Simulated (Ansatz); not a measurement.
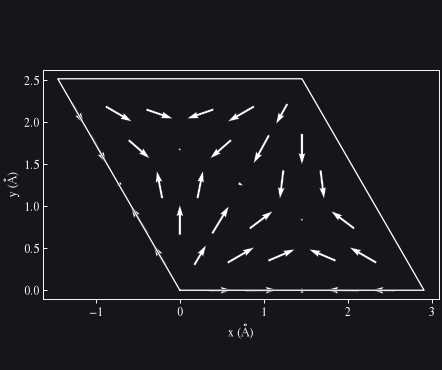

S on a Ti(111) slab cut from the Fm-3m phase, its upper half relaxed before the scan (12 atoms of substrate and one adsorbate in a 2 × 2 cell). 
- S is moved over the surface cell; relaxed at each place: the height of the adsorbate's atoms; substrate rigid; the origin of the map has the adsorbate above Ti9.
- Places are given modulo a cell vector. The map is drawn in real space over the plane of the surface.
- The scan uses a 6 × 6 grid; 10 points were computed and 26 follow by symmetry.
- Places are given in fractions of the 1 × 1 surface cell.
- Method: Ansatz 0.2.0, DFT PBE, scalar-relativistic, plane waves, PAW. Settings: cutoff 420 eV, k-mesh 6×6×1, gaussian smearing 0.1 eV, no spin polarisation.

The picture shows arrows along the force (downhill), their lengths compressed, the outline of one cell of the plane.

**The arrows alone are given. Where are the wells?**

The arrows converge at a threefold hollow over a third-layer Ti atom, (4/6, 2/6) of the cell vectors; a threefold hollow over a second-layer Ti atom, (2/6, 4/6) of the cell vectors (0.08 eV up) (read from the interpolated surface).

The energy map of the same scan:

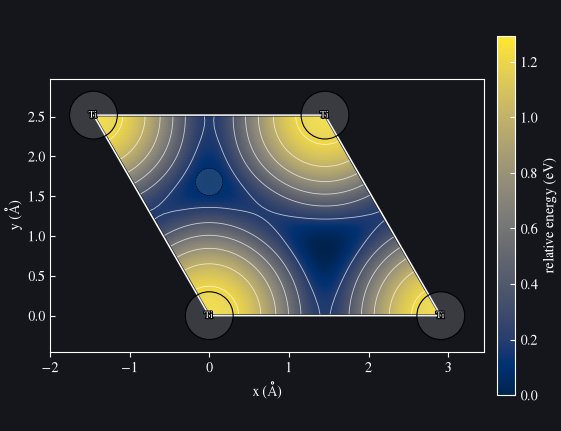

Energies are in eV, from the lowest grid point; between grid points the surface is interpolated.

PAW datasets: the set soft_1.
